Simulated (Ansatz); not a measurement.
The calculation's input:

```
crystal:
  lattice:
    - [0.0, 2.694, 2.694]
    - [2.694, 0.0, 2.694]
    - [2.694, 2.694, 0.0]
  atoms:
    - { symbol: Cd, position: [-0.0556792873, 0.0556792873, -0.0556792873] }
    - { symbol: F, position: [0.25, 0.25, 0.25] }
    - { symbol: F, position: [0.75, 0.75, 0.75] }
basis:
  ecutwfc: 500
kpoints:
  mp_grid: { grid: [8, 8, 8] }
hamiltonian:
  xc: r2scan
scf:
  occupations: { method: gaussian, width: 0.05 }
output:
  forces: true
  stress: true
  eigenvalues: true
  write_density: true
  write_potential: true
  elf: true
  volumetric_format: npy
```

Launched as:

```sh
ansatz run input.yaml --threads 1 --pin off --max-ram 2560MiB --backend cpu --events-out ev --progress --plain --runs-dir out
```

Below, planes, directions and counts refer to the conventional cell (a = 3.81 Å, b = 3.81 Å, c = 5.39 Å, α = 90.00°, β = 90.00°, γ = 90.00°).

Space group I4mm; changed on purpose from its base cell (atom 1 (Cd) moved by (-0.300, +0.000) A along y and z); not relaxed (largest force 1.6 eV/Å); computed pressure about 5 GPa in this cell.

Method: DFT r2SCAN, scalar-relativistic, plane waves, PAW (Ansatz 0.2.0).

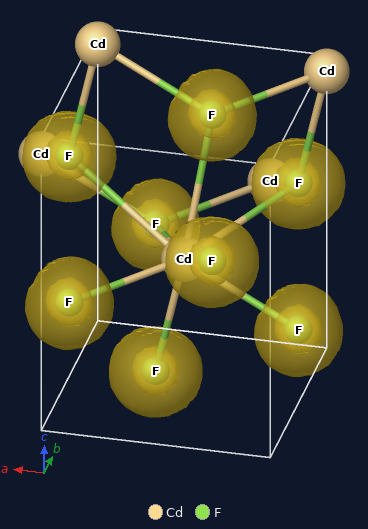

CdF$_{2}$. Isosurface of the electron localisation function at 0.75 (yellow), seen at an oblique angle. Only the valence region is drawn (cores and ρ < 0.01 e/Å³ removed). Sticks mark near contacts.

Describe the localisation domains.

Answer. The ELF exceeds this value in four regions wrapped around F (the valence shell of each), counted in one cell of 6 atoms. Any copies at cell faces, edges or corners count once. Along the contacts the grid gives the following. Cd–F (2.17 Å): the ELF peaks at about 0.80 in the valence shell of F, 0.6 Å from its nucleus, and drops to about 0.10 between the two atoms; no shared electron pair shows on this line. Cd–F (2.52 Å): the ELF is about 0.05 at the midpoint; no localised pair shows between them.

Metal or insulator at this level of theory?

Answer. It is gapped, with a Kohn–Sham gap of 3.7 eV on the k-point mesh, an upper bound to the gap of this method.
